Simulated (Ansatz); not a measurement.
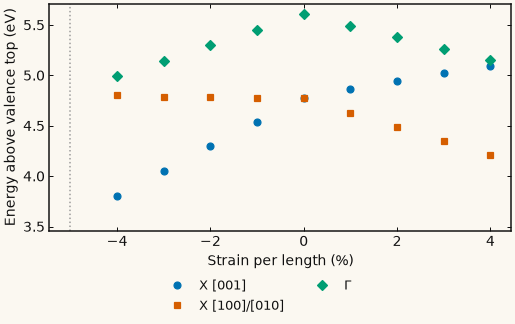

Lowest conduction level at each named k point, counted from the valence-band top at Γ. One run is left out (dotted line).

System: diamond-type C, space group Fd-3m, 2 atoms in the primitive cell, relaxed with r2SCAN; unstrained, cubic a = 3.560 Å. The cell is strained along z with the other two lengths held; symmetry fixes the atoms. Points keep the names of the unstrained cell; those that the strain makes unlike carry their directions on the cubic axes x, y, z. Ansatz 0.2.0; PBE, Ansatz PAW set, no spin polarisation, no spin-orbit coupling, 12×12×12 k mesh, 420 eV cutoff, Fermi-Dirac smearing of 0.02 eV.

| strain | X [001] (eV) | X [100]/[010] (eV) | Γ (eV) |
| --- | --- | --- | --- |
| −4 % | 3.81 | 4.80 | 4.99 |
| −3 % | 4.05 | 4.79 | 5.14 |
| −2 % | 4.30 | 4.78 | 5.30 |
| −1 % | 4.54 | 4.78 | 5.45 |
| 0 % | 4.78 | 4.78 | 5.61 |
| +1 % | 4.86 | 4.63 | 5.49 |
| +2 % | 4.95 | 4.49 | 5.38 |
| +3 % | 5.02 | 4.35 | 5.27 |
| +4 % | 5.10 | 4.21 | 5.16 |

### Fill in the row for −5 %.

Fits through the other points give 3.47 eV at X [001], 4.73 eV at X [100]/[010] and 4.68 eV at Γ (parabolas). The run itself gives 3.56, 4.82 and 4.84 eV; the largest miss is 0.16 eV, at Γ, as the fit has to reach past the other points.

### How does the strain split the X points of the conduction band?

Unstrained, the X points are equivalent. At −5 % the lowest conduction level is 3.56 eV at X [001] and 4.82 eV at X [100]/[010] above the valence top, a splitting of 1.26 eV, or 252 meV for each 1 % of strain on average.

The smallest gap over all k points computed is 2.97, 3.17, 3.42, 3.67, 3.91, 4.15, 4.00, 3.85, 3.71 and 3.57 eV in turn; it lies up to 0.64 eV under the lowest value plotted. The strain splits the threefold valence top at Γ, and levels count from its highest part. LDA, GGA and most meta-GGA functionals understate gaps. The cell was built by a generator and needn't be a form met in nature. Diamond is metastable; the stable form of carbon is graphite.
